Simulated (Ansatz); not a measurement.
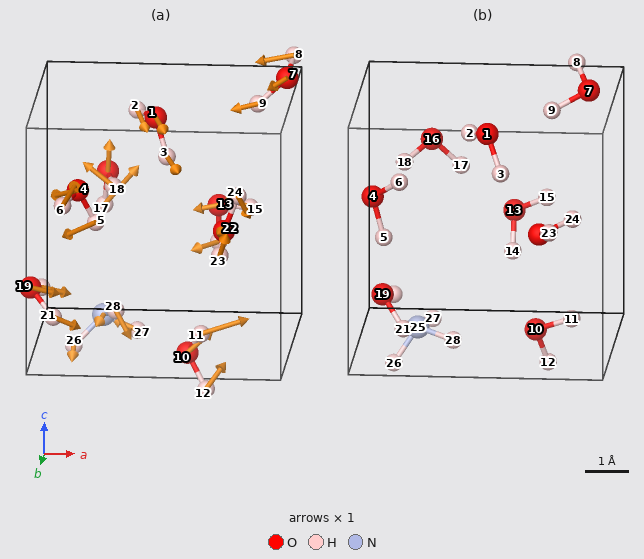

The structure of an amorphous cell of composition H19NO8 before (left) and after (right) a relaxation, at one scale. The orange arrows give the displacements, at their true length.

Style: ball-and-stick. Shown: the cell of the calculation, from a free direction.

The cell holds 8 H2O + 1 NH3. The run prepares the start of a later molecular dynamics calculation, from a guessed geometry.

Level of theory: DFT PBE-D3(BJ), scalar-relativistic, plane waves, PAW in Ansatz 0.2.0. Settings: plane-wave cutoff 420 eV; k-point mesh 1 × 1 × 1; occupations fermi dirac; smearing width 0.05 eV; no spin polarisation; atoms relaxed in a fixed cell; force threshold 0.3 eV/Å; at most 15 steps.

**What changed between the two?**

The relaxation stopped without meeting its thresholds, so the last structure isn't shown to be converged. It used up its limit of 15 steps. After 14 geometry steps the energy has fallen by 218 meV per atom. The largest force component goes from 3.7 to 0.42 eV/Å. The largest move is that of an H atom, 1.39 Å along [1 −1 1]. By element the largest moves are H 1.39 Å, O 1.19 Å, N 0.52 Å. The cell stays as it was. Some distances before and after: H–O 0.969 → 1.032 Å, H–O 0.969 → 0.995 Å, H–N 1.017 → 1.025 Å, H–O 0.969 → 0.975 Å. Bond angles that change, for instance: H–O–H 104.0° → 108.7°, H–O–H 104.0° → 107.9°, H–O–H 104.0° → 100.6°. Cost: 9.2 s on 1 thread of AMD EPYC 9R45 (Zen 5), with other jobs on the host, peak memory 0.4 GiB.

Limits of the set-up: the program's low-accuracy preset was used; the periodic images lie only 6.1 Å apart, so the values are limited by the cell's size.
